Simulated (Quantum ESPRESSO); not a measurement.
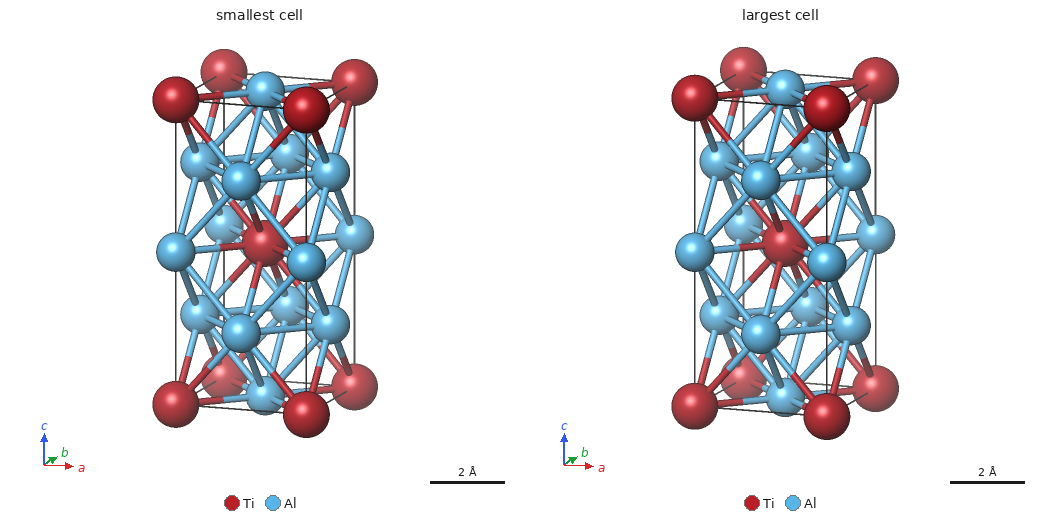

TiAl3, space group I4/mmm (No. 139), relaxed (cell and atoms, zero pressure) with five choices of dispersion term on top of PBEsol; the smallest and the largest of the relaxed conventional cells are drawn to one scale (sticks follow a distance rule). The start was a structure listed in the Materials Project. It needn't be the stable form of this composition.

Alike in all runs: Quantum ESPRESSO 7.5; functional PBEsol; potentials GBRV 1.5 PBEsol; cutoff 612 eV; k mesh 8 × 8 × 8 on the run's cell of 4 atoms; occupations fermi-dirac, width 0.05 eV; no spin polarisation; no spin-orbit coupling. All runs are metallic.

| level | volume (Å³/atom) | a (Å) | c (Å) |
| --- | --- | --- | --- |
| none | 15.56 | 3.816 | 8.549 |
| D4 | 15.27 | 3.792 | 8.494 |
| D3 | 15.20 | 3.788 | 8.476 |
| D3(BJ) | 15.04 | 3.773 | 8.451 |
| rVV10 | ? | ? | ? |

### Fill in the row of rVV10.

Volume 15.37 Å³/atom; a 3.801 Å; c 8.514 Å. That is between D4 and none in volume.

### Order the levels by the relaxed volume, smallest first.

D3(BJ) (15.04 Å³/atom), D3 (15.20 Å³/atom), D4 (15.27 Å³/atom), rVV10 (15.37 Å³/atom), none (15.56 Å³/atom). Rows within a few tenths of a per cent can't be told apart.

Caveat: pairwise dispersion terms can overbind metals strongly.
